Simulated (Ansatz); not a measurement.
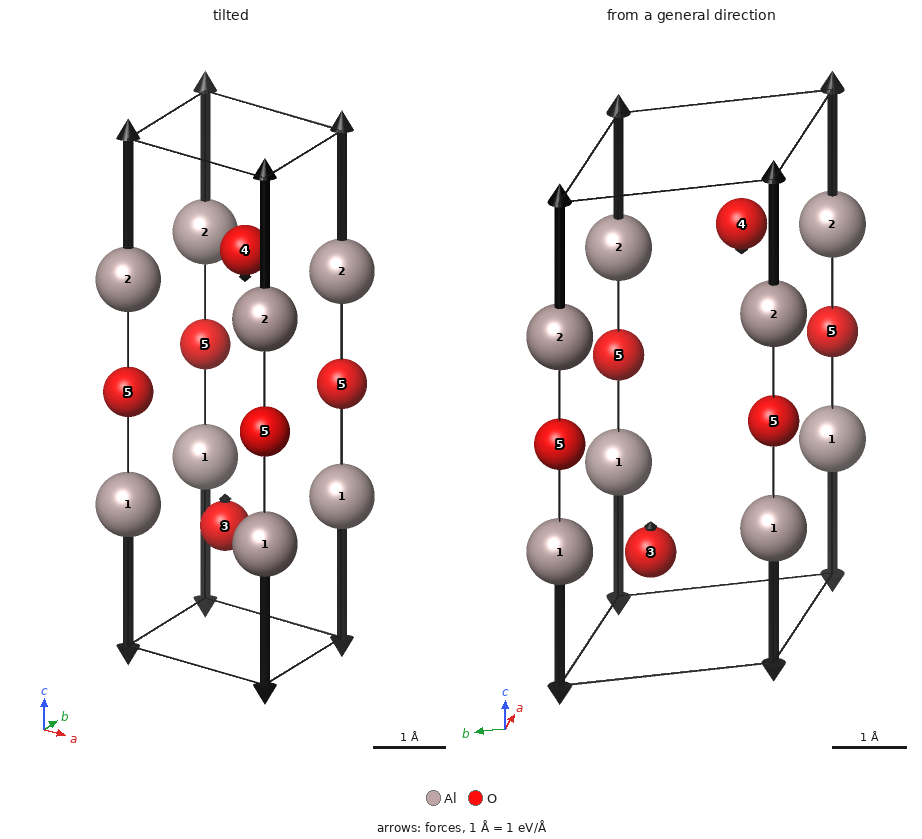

Drawn in the spheres-only manner and seen slightly off an axis and from a general direction. The lines enclose the simulation cell; boundary atoms appear with their images. The arrows are the computed forces on the atoms.

System: Al2O3. Computed with DFT LDA, scalar-relativistic, plane waves, PAW in Ansatz 0.2.0. Settings: a basis cut at 420 eV, the zone sampled with 12×12×4 points, Gaussian smearing of 0.05 eV, no spin polarisation.

Do the forces show a relaxed structure?

No. The atoms still feel forces of up to about 1.9 eV/Å, far above a usual threshold of 0.01 to 0.03 eV/Å.

Where is the maximum force, and how large is it?

Al1 and Al2, about 1.9 eV/Å.

Starting structure: a structure listed in the Materials Project. The cell was then strained or its atoms displaced on purpose. It went into a calculation with Ansatz.
